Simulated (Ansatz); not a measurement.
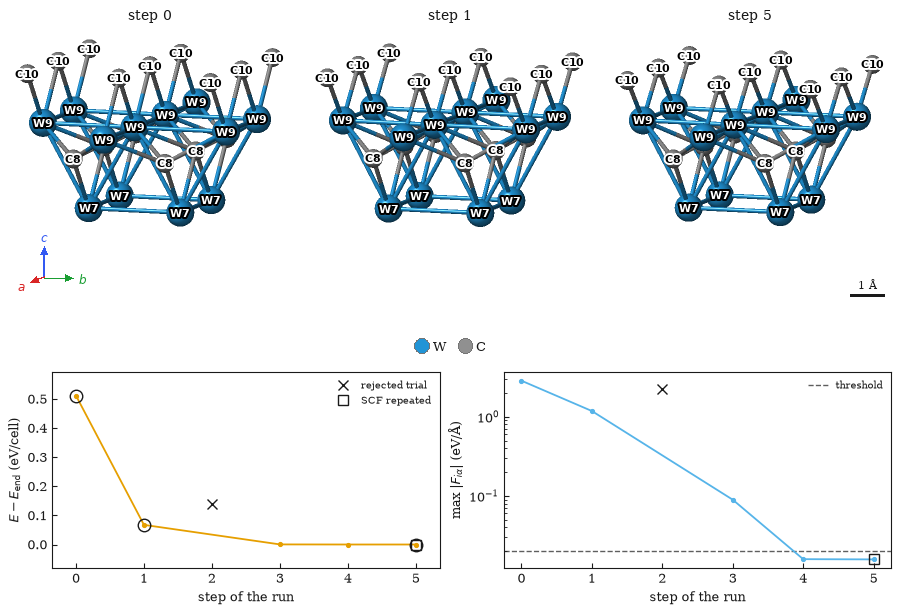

Frames of a relaxation of a slab of composition WC (cut from the P-6m2 phase), marked on the history of the run. A ball-and-stick model of the atoms within 5.0 Å of the atom that moves most (axes of the 3 × 3 repeat of the cell, outlined in the plane, without the vacuum), seen slightly off an axis.

Case: (1 0 0) slab, atoms relaxed. The slab is the (1 0 0) face of WC.

Computed with DFT PBEsol, scalar-relativistic, plane waves, PAW in Ansatz 0.2.0.

The input:
```yaml
crystal:
  lattice:
    - [2.8276119061, 0.0, 0.0]
    - [0.0, 2.8984136656, 0.0]
    - [0.0, 0.0, 26.7137993705]
  atoms:
    - { symbol: W, position: [0.0, 0.5, 0.2807537743] }
    - { symbol: C, position: [0.5, 0.5, 0.3433955531] }
    - { symbol: W, position: [0.0, 0.0, 0.3747164425] }
    - { symbol: C, position: [0.5, 0.0, 0.4373582212] }
    - { symbol: W, position: [0.0, 0.5, 0.4686791106] }
    - { symbol: C, position: [0.5, 0.5, 0.5313208894] }
    - { symbol: W, position: [0.0, 0.0, 0.5626417788] }
    - { symbol: C, position: [0.5, 0.0, 0.6252835575] }
    - { symbol: W, position: [0.0, 0.5, 0.6566044469] }
    - { symbol: C, position: [0.5, 0.5, 0.7192462257] }
basis:
  ecutwfc: 420
kpoints:
  mp_grid: { grid: [12, 12, 1] }
hamiltonian:
  xc: pbesol
scf:
  occupations: { method: gaussian, width: 0.1 }
output:
  forces: true
  eigenvalues: true
  write_density: true
  write_potential: true
  elf: true
  volumetric_format: npy
relax:
  adjacent_minimum: "off"
  f_tol: 0.02
  max_steps: 60
efield:
  axis: 3
  dipole_correction: true
  ramp_width: 0.04
```

Run as
```bash
ansatz run input.yaml --threads 1 --pin off --max-ram 2560MiB --backend cpu --events-out ev --progress --plain --runs-dir out
```

### Describe the path.

Over 3 accepted moves (5 points after the start) the energy falls by 0.512 eV per cell of the calculation. Largest force component: 2.9 eV/Å at the start, 0.016 eV/Å at the end. The line search rejected the trial step at point 2 of the run. 1 step only repeated the SCF at the same geometry. The atom that moves furthest relative to the layer's centre is C10 (0.21 Å along the normal (−c)). By element the largest moves are C 0.21 Å, W 0.07 Å. The cell stays as it was. Among the contacts that change: W9–C10 2.191 → 1.985 Å, W7–W9 2.898 → 2.952 Å, C8–W9 2.191 → 2.219 Å, W7–C8 2.191 → 2.183 Å. Bond angles that change, for instance: W9–C10–W9 80.4° → 90.8°, W9–C8–W9 135.1° → 131.6°. From step 0 to 1: C10 moves most (0.13 Å), energy −0.444 eV per cell of the calculation. From step 1 to 5: C10 moves most (0.08 Å), energy −67.5 meV per cell of the calculation.

```
step  E − E(0), meV/atom  largest force component, eV/Å                         note
   0                0.00                         2.8612                             
   1              -44.41                         1.1837                             
   2              -37.22                         2.2396                     rejected
   3              -51.12                         0.0895                             
   4              -51.16                         0.0159                             
   5              -51.16                         0.0158  same geometry, SCF repeated
```
